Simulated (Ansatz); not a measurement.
## Sb: a changed input and its effect

System: Sb (R-3m, 2 atoms in the cell).
Method of run A: Kohn-Sham DFT of a periodic cell, BLYP with D3(BJ), all-electron LAPW, scalar-relativistic, no spin polarisation (Ansatz 0.2.0).

The structure derives from an entry of the Crystallography Open Database. Text and figures count atoms from 1; the logs count them from 0 in places.

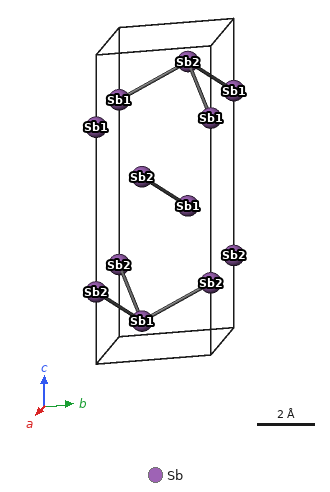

**Figure 1.** The structure as given in the input (ball-and-stick view of the cell 3 times as large as that of the calculation, set on its symmetry axes, seen slightly off an axis; atoms are numbered from 1 in the order of the input).

**The input, run A**
```yaml
crystal:
  lattice:
    - [2.1542, 1.2437279499, 3.758]
    - [-2.1542, 1.2437279499, 3.758]
    - [0.0, -2.4874558998, 3.758]
  atoms:
    - { symbol: Sb, position: [0.76651, 0.76651, 0.76651] }
    - { symbol: Sb, position: [0.23349, 0.23349, 0.23349] }
kpoints:
  mp_grid: { grid: [8, 8, 8] }
scf:
  occupations: { method: fermi_dirac, width: 0.05 }
hamiltonian:
  xc: blyp
  dispersion: d3bj
  pseudopotentials: { kind: all_electron, lapw: { basis_error: 0.001 } }
output:
  forces: true
  stress: true
relax:
  f_tol: 0.01
  max_steps: 60
  cell: {}
```

Command:
```bash
ansatz run input.yaml --threads 1 --pin off --max-ram 3072MiB --backend cpu --events-out ev --progress --plain --runs-dir out
```

Hardware: 1 thread of Arm Neoverse V1, 24 GiB of memory available, shared host.

**Output, shortened to warnings, some set-up lines, iterations and results (run A)**
```
Basis set: ecut = 249.04821005951575 eV, 549 PW (Γ), exchange–correlation at level 2
Symmetry: 12 space group operations
k-points: 65 of 512
Initial density: superposition of atomic densities (chi_scale 0.1, normalization cell)
[...]
SCF iter   1: F=—  HF=-352771.954712 eV  |F-HF|=—  |Δ(HF+E_count)|=         —  Δρ=1.38e-2  dr2=1.29e-1  ethr=2.78e-4  ⟨swp⟩=3.0  Hψ=11885  notcnv=0
SCF iter   2: F=—  HF=-352771.957708 eV  |F-HF|=—  |Δ(HF+E_count)|=   3.00e-3  Δρ=9.89e-3  dr2=7.84e-2  ethr=2.78e-4  ⟨swp⟩=2.0  Hψ=5129  notcnv=0
SCF iter   3: F=—  HF=-352771.959494 eV  |F-HF|=—  |Δ(HF+E_count)|=   1.79e-3  Δρ=2.67e-3  dr2=8.33e-3  ethr=1.70e-4  ⟨swp⟩=2.0  Hψ=5430  notcnv=0
SCF iter   4: F=—  HF=-352771.958668 eV  |F-HF|=—  |Δ(HF+E_count)|=   8.26e-4  Δρ=1.40e-3  dr2=2.28e-3  ethr=1.81e-5  ⟨swp⟩=2.0  Hψ=5125  notcnv=0
SCF iter   5: F=—  HF=-352771.959239 eV  |F-HF|=—  |Δ(HF+E_count)|=         —  Δρ=5.43e-4  dr2=2.34e-4  ethr=4.96e-6  ⟨swp⟩=2.8  Hψ=5294  notcnv=0
[... 32 lines ...]
relax step   5: F+E_penalty+E_count = -352771.96254351 eV  Δ(F+E_penalty+E_count) = -5.276e-5 eV  max|allowed force component| = 3.033e-3 eV/Å  Δτ_max = 0.0020 Å  P = +0.011 …
SCF iter   1: F=—  HF=-352771.962549 eV  |F-HF|=—  |Δ(HF+E_count)|=         —  Δρ=7.10e-6  dr2=4.30e-8  ethr=9.77e-11  ⟨swp⟩=4.8  Hψ=12543  notcnv=0  reapply=19
SCF iter   2: F=-352771.962550 eV  HF=-352771.962550 eV  |F-HF|=1.39e-7  |Δ(HF+E_count)|=   3.93e-7  Δρ=4.28e-6  dr2=1.51e-8  ethr=9.35e-11  ⟨swp⟩=2.0  Hψ=5132  notcnv=0
SCF 6 converged in 2 iterations: F = -352771.962550 eV  dr2 = 1.51e-8
relax step   6: F+E_penalty+E_count = -352771.96254998 eV  Δ(F+E_penalty+E_count) = -6.478e-6 eV  max|allowed force component| = 3.028e-3 eV/Å  Δτ_max = 0.0000 Å  P = +0.011 …
basis re-selected at this cell: Δ(F+E_penalty+E_count) = -6.478e-6 eV, ΔP = -0.000 GPa vs the last step (what re-selecting the basis moved, after the strain that the cell walked since its last selection, with what the two solves' SCF thresholds leave and, on support functions, any second-order …
SCF converged after 2 iterations
Free energy (F): -352771.962550 eV
Harris-Foulkes:  -352771.962550 eV  (|F-HF|=1.39e-7)
Internal energy: -352771.959535 eV  (E = F + TS)
E sigma→0 (E₀):  -352771.961043 eV
Entropy (-TS):   -0.003015 eV (-1.507 meV/atom)
Fermi energy:    13.155540 eV
--- Per-component energies (eV) ---
  E_band       = -1783.488492
  E_kinetic    = 371803.589122
  E_xc         = -9321.631466
  E_electrostatic = -715251.701764  (all electrons and nuclei)
  E_disp       = -2.215427  (pairwise vdW)
  E_smearing   = -0.003015  (= −TS)
  E_closure    = 0.000000  (closes the sum)
  E_atoms      = -352763.070593  (free atoms, spherical and without spin; not in F)
  Σ components = -352771.962550   (vs F -352771.962550, Δ=0.00e0)
  Basis errors (estimates in eV, not in F): energy 4.5e-4 per atom: plane waves 4.3e-4 (2.4e-4 summed), levels above the bands 1.8e-47, relativity 5.9e-8, radial functions 2.2e-5, core shells 1.1e-8; eigenvalues (radial functions only) 1.3e-7; not estimated: angular momenta, meshes, grids; target …
--- Forces (eV/Å), atoms counted from 1 ---
  atom   1  Sb    -0.00000000    -0.00000000    -0.00302845
  atom   2  Sb     0.00000000     0.00000000     0.00302845
  max |Σ_I F_I| component: 4.63e-18 eV/Å
--- Stress (GPa, compression-positive) ---
        0.012878      -0.000000      -0.000000
       -0.000000       0.012878       0.000000
       -0.000000      -0.000000       0.007313
  P = ⅓ Tr σ = 0.0110 GPa (0.110 kbar)
--- Relaxed structure (5 steps of the walk, 5 accepted, 1 SCFs on fresh bases) ---
  F+E_penalty+E_count = -352771.96254998 eV   max|allowed force component| = 3.028e-3 eV/Å   (the final SCF, on the basis selected at the relaxed cell)
  cell:  # Å, volume = 60.5844 Å³
    - [2.1675167445917496, 1.2514163759630677, 3.7225889692694767]
    - [-2.1675167445917496, 1.2514163759630677, 3.7225889692694767]
    - [-1.2916247785980845e-33, -2.5028327519261353, 3.7225889692694767]
  atoms:
    - { symbol: Sb, position: [0.7653146166527406, 0.7653146166527406, 0.7653146166527406] }
[...]
```

The input of run B differs as follows (lines with − go, lines with + come):
```diff
-  xc: blyp
-  dispersion: d3bj
+  xc: pbesol
-  f_tol: 0.01
+  f_tol: 0.005
```

What does this change do to the results?

The total energies belong to different models, so their difference says nothing on which is more stable or more accurate. The volume per atom goes from 30.29 to 29.87 Å³. The functional changes from BLYP to PBEsol. The SCF takes 25 iterations over all geometry steps against 30.

**Output, shortened to warnings, some set-up lines, iterations and results (run B)**
```
Basis set: ecut = 248.8923710289168 eV, 549 PW (Γ), exchange–correlation at level 2
Symmetry: 12 space group operations
k-points: 65 of 512
Initial density: superposition of atomic densities (chi_scale 0.1, normalization cell)
[...]
SCF iter   1: F=—  HF=-352583.644506 eV  |F-HF|=—  |Δ(HF+E_count)|=         —  Δρ=1.26e-2  dr2=7.27e-2  ethr=1.55e-4  ⟨swp⟩=3.0  Hψ=12105  notcnv=0
SCF iter   2: F=—  HF=-352583.634125 eV  |F-HF|=—  |Δ(HF+E_count)|=   1.04e-2  Δρ=8.35e-3  dr2=3.87e-2  ethr=1.55e-4  ⟨swp⟩=2.0  Hψ=5079  notcnv=0
SCF iter   3: F=—  HF=-352583.630933 eV  |F-HF|=—  |Δ(HF+E_count)|=   3.19e-3  Δρ=2.58e-3  dr2=5.11e-3  ethr=8.42e-5  ⟨swp⟩=2.0  Hψ=5075  notcnv=0
SCF iter   4: F=—  HF=-352583.629567 eV  |F-HF|=—  |Δ(HF+E_count)|=         —  Δρ=9.20e-4  dr2=1.02e-3  ethr=1.11e-5  ⟨swp⟩=2.0  Hψ=5078  notcnv=0
SCF iter   5: F=—  HF=-352583.629443 eV  |F-HF|=—  |Δ(HF+E_count)|=   1.24e-4  Δρ=3.65e-4  dr2=1.30e-4  ethr=2.22e-6  ⟨swp⟩=2.0  Hψ=5076  notcnv=0
[... 25 lines ...]
relax step   4: F+E_penalty+E_count = -352583.63305774 eV  Δ(F+E_penalty+E_count) = -3.209e-5 eV  max|allowed force component| = 1.316e-4 eV/Å  Δτ_max = 0.0007 Å  P = +0.001 …
SCF iter   1: F=—  HF=-352583.633067 eV  |F-HF|=—  |Δ(HF+E_count)|=         —  Δρ=7.22e-6  dr2=3.22e-8  ethr=7.37e-11  ⟨swp⟩=4.7  Hψ=13265  notcnv=0  reapply=34
SCF iter   2: F=-352583.633067 eV  HF=-352583.633067 eV  |F-HF|=1.56e-8  |Δ(HF+E_count)|=   5.59e-8  Δρ=4.62e-6  dr2=1.87e-8  ethr=7.01e-11  ⟨swp⟩=2.0  Hψ=5054  notcnv=0
SCF 5 converged in 2 iterations: F = -352583.633067 eV  dr2 = 1.87e-8
relax step   5: F+E_penalty+E_count = -352583.63306670 eV  Δ(F+E_penalty+E_count) = -8.956e-6 eV  max|allowed force component| = 1.280e-4 eV/Å  Δτ_max = 0.0000 Å  P = +0.001 …
basis re-selected at this cell: Δ(F+E_penalty+E_count) = -8.956e-6 eV, ΔP = -0.000 GPa vs the last step (what re-selecting the basis moved, after the strain that the cell walked since its last selection, with what the two solves' SCF thresholds leave and, on support functions, any second-order …
SCF converged after 2 iterations
Free energy (F): -352583.633067 eV
Harris-Foulkes:  -352583.633067 eV  (|F-HF|=1.56e-8)
Internal energy: -352583.630356 eV  (E = F + TS)
E sigma→0 (E₀):  -352583.631711 eV
Entropy (-TS):   -0.002711 eV (-1.356 meV/atom)
Fermi energy:    12.766794 eV
--- Per-component energies (eV) ---
  E_band       = -1798.001011
  E_kinetic    = 371552.528711
  E_xc         = -9132.594594
  E_electrostatic = -715003.564472  (all electrons and nuclei)
  E_smearing   = -0.002711  (= −TS)
  E_closure    = 0.000000  (closes the sum)
  E_atoms      = -352574.528891  (free atoms, spherical and without spin; not in F)
  Σ components = -352583.633067   (vs F -352583.633067, Δ=0.00e0)
  Basis errors (estimates in eV, not in F): energy 4.0e-4 per atom: plane waves 3.8e-4 (2.1e-4 summed), levels above the bands 2.9e-45, relativity 1.8e-8, radial functions 2.4e-5, core shells 1.3e-8; eigenvalues (radial functions only) 1.2e-7; not estimated: angular momenta, meshes, grids; target …
--- Forces (eV/Å), atoms counted from 1 ---
  atom   1  Sb     0.00000000     0.00000000    -0.00012796
  atom   2  Sb    -0.00000000    -0.00000000     0.00012796
  max |Σ_I F_I| component: 4.63e-18 eV/Å
--- Stress (GPa, compression-positive) ---
       -0.002104      -0.000000      -0.000000
       -0.000000      -0.002104       0.000000
       -0.000000       0.000000       0.008354
  P = ⅓ Tr σ = 0.0014 GPa (0.014 kbar)
--- Relaxed structure (4 steps of the walk, 4 accepted, 1 SCFs on fresh bases) ---
  F+E_penalty+E_count = -352583.63306670 eV   max|allowed force component| = 1.280e-4 eV/Å   (the final SCF, on the basis selected at the relaxed cell)
  cell:  # Å, volume = 59.7384 Å³
    - [2.1624420867416863, 1.2484865208872886, 3.6878567619119855]
    - [-2.1624420867416863, 1.2484865208872886, 3.6878567619119855]
    - [-1.0525906148509447e-33, -2.4969730417745772, 3.6878567619119855]
  atoms:
    - { symbol: Sb, position: [0.7647331581195487, 0.7647331581195487, 0.7647331581195487] }
[...]
```

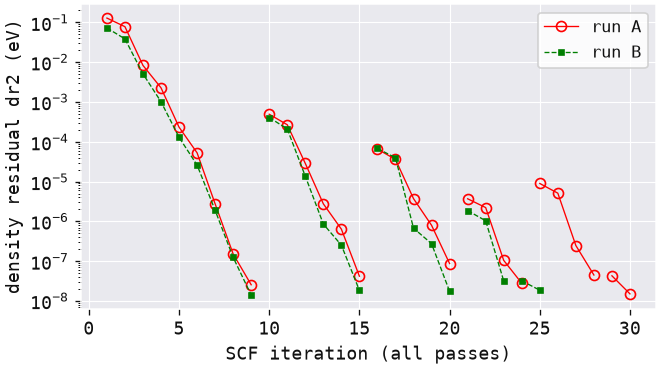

**Figure 2.** Convergence of the two runs: density residual dr2 against the SCF iteration. A break in a curve parts two SCF passes. Run A takes 30 iterations in all, and run B takes 25.

**The two runs side by side**

| quantity | run A | run B |
| --- | --- | --- |
| outcome | converged | converged |
| free energy per atom (eV) | −176385.9813 | −176291.8165 |
| energy per atom, smearing taken to zero (eV) | −176385.9805 | −176291.8159 |
| pressure (GPa) | 0.01 | 0.00 |
| volume per atom (Å³) | 30.29 | 29.87 |
| largest force (eV/Å) | 0.003 | 0.000 |
| SCF iterations | 30 | 25 |
| irreducible k-points | 65 | 65 |
| wall time (shared host) | 65 s | 54 s |
